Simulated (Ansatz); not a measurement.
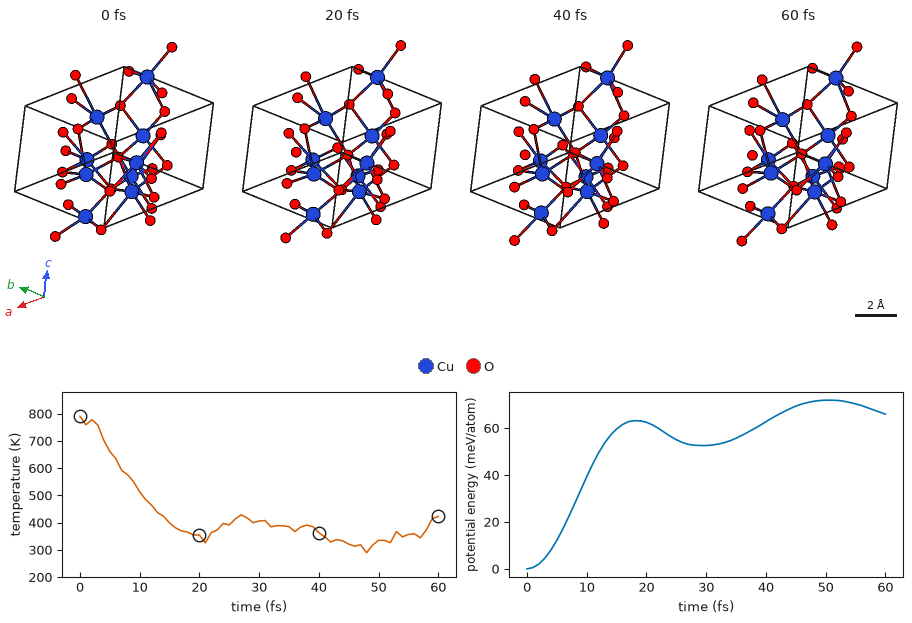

A Born-Oppenheimer molecular dynamics run of CuO with an interstitial O (17 atoms in the cell), 60 fs long. Frames and the history of the run. A ball-and-stick model of the simulation cell, seen from a free direction. Bonds to atoms that aren't drawn are left out.

Level of theory: DFT PBEsol, scalar-relativistic, plane waves, PAW in Ansatz. Set-up: plane-wave cutoff 420 eV; k-point mesh 2 × 2 × 2; Fermi-Dirac smearing 0.02 eV; spin collinear; low-accuracy preset; Langevin thermostat (NVT); set temperature 840 K; time step 1 fs; friction 0.005 per fs.

> Describe the run.

Root-mean-square distances from the starting positions over the second half, with the common drift of all atoms taken out: O 0.20 Å, Cu 0.15 Å. The run lasts only 60 fs, too short to tell vibration from diffusion. Over the second half the temperature averages 360 K (spread ±33 K). That is still far from the set 840 K: the thermostat hasn't settled it within this run. The potential energy is still drifting at the end, so the run hasn't reached equilibrium. The potential energy in the second half lies on average 64.8 meV per atom above the first frame.

Limits of the set-up: the k-point mesh is coarse for a cell with partly filled bands; the program's low-accuracy preset was used; the periodic images lie only 5.1 Å apart, so the values are limited by the cell's size.

PAW datasets: the set soft_1.
